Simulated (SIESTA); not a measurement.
System: BN (space group F-43m).

Method: DFT in numerical atomic orbitals with pseudopotentials, no spin polarisation; energies at scaled volumes of the given cell, shape and fractions fixed, counted from the fit's minimum, third-order Birch-Murnaghan fit (SIESTA 5.4.2). All runs: no spin polarisation.

k mesh 13×13×13; occupations Fermi–Dirac; smearing width 0.05 eV; potentials PseudoDojo 0.4 standard, converted to PSML, two zetas on semicore shells.

Predict the pressure against volume, with one curve for each functional. The cases: LDA; PBE.

The fitted equilibrium volumes, smallest first, are LDA 5.793, PBE 5.999 Å³/atom. The fitted bulk moduli, smallest first, are PBE 380.4, LDA 406.0 GPa. For LDA, the pressure falls from 14.52 GPa at volume 5.6017 Å³/atom to −30.02 GPa at 6.3168 Å³/atom, and changes sign near 5.79 Å³/atom. For PBE, the pressure falls from 29.10 GPa at volume 5.6017 Å³/atom to −17.88 GPa at 6.3168 Å³/atom, and changes sign near 6.00 Å³/atom.

LDA:
```tsv
volume (Å³/atom)	pressure (GPa)
5.6017	14.52
5.7209	5.20
5.8401	-3.25
5.9593	-10.90
6.0785	-17.89
6.1977	-24.27
6.3168	-30.02
```

PBE:
```tsv
volume (Å³/atom)	pressure (GPa)
5.6017	29.10
5.7209	19.45
5.8401	10.59
5.9593	2.60
6.0785	-4.90
6.1977	-11.91
6.3168	-17.88
```

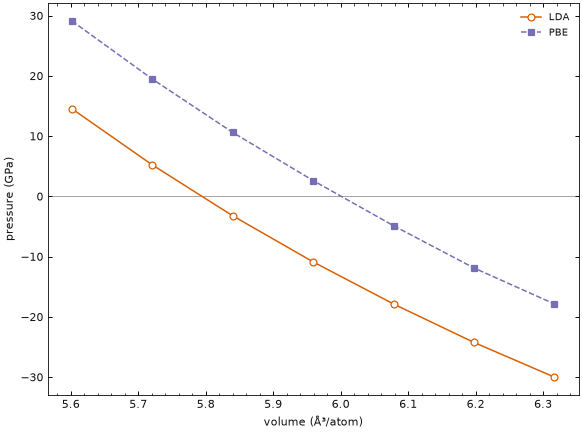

Keep in mind: mulliken charges of long orbitals.
